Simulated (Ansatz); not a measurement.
What is the Fermi surface of Pd (space group Im-3m, No. 229)?

```cif
data_structure
_symmetry_space_group_name_H-M 'P 1'
_symmetry_Int_Tables_number 1
_cell_length_a 2.7233
_cell_length_b 2.7233
_cell_length_c 2.7233
_cell_angle_alpha 109.471
_cell_angle_beta 109.471
_cell_angle_gamma 109.471
_cell_volume 15.55
loop_
_atom_site_label
_atom_site_type_symbol
_atom_site_fract_x
_atom_site_fract_y
_atom_site_fract_z
_atom_site_occupancy
Pd1 Pd 0.00000 0.00000 0.00000 1
```

Theory: DFT PBE, scalar-relativistic, plane waves, PAW; levels and slopes on a dense k mesh at the converged density in Ansatz. No spin polarisation. k mesh for the levels: 34×34×34. The geometry was not relaxed. The cell comes from a database of computed structures, not from a measurement.

Four bands cross the Fermi level; this is a three-dimensional metal. The density of states at the Fermi level is 1.3 states/eV per primitive cell. The intraband plasma frequency is 7.7 eV in all directions.

Band 7: one hole pocket centred at H (0.12 % of the zone); mean Fermi speed 4.0 × 10⁵ m/s.
Band 8: one hole pocket centred at H (0.31 % of the zone); mean Fermi speed 3.3 × 10⁵ m/s.
Band 9: an open hole network that joins neighbouring zones in all directions (19 % of the zone).
Band 10: one electron pocket centred at Γ (19 % of the zone); mean Fermi speed 8.3 × 10⁵ m/s.
A pocket cut by a face of the zone is counted once with the part on the opposite face.

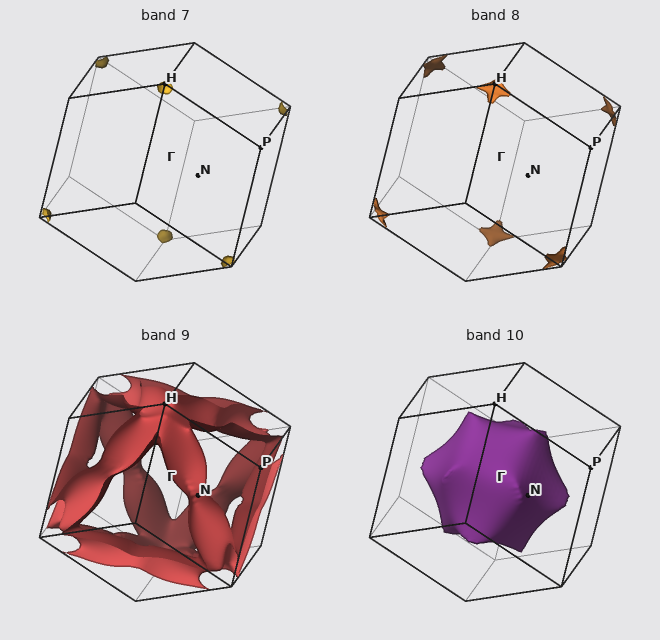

Each panel holds one band. The brighter face of a sheet looks towards empty states.

Spin-orbit coupling is left out; with Pd it can split, shift or remove sheets. Necks and pockets thinner than about two mesh steps aren't resolved, so separate pockets may in truth be joined.

The run (self-consistency and the dense mesh) took 5.4 s on 1 thread of AMD EPYC 9R45 96-Core Processor (Zen 5), with other jobs on the host, peak memory 0.44 GiB.
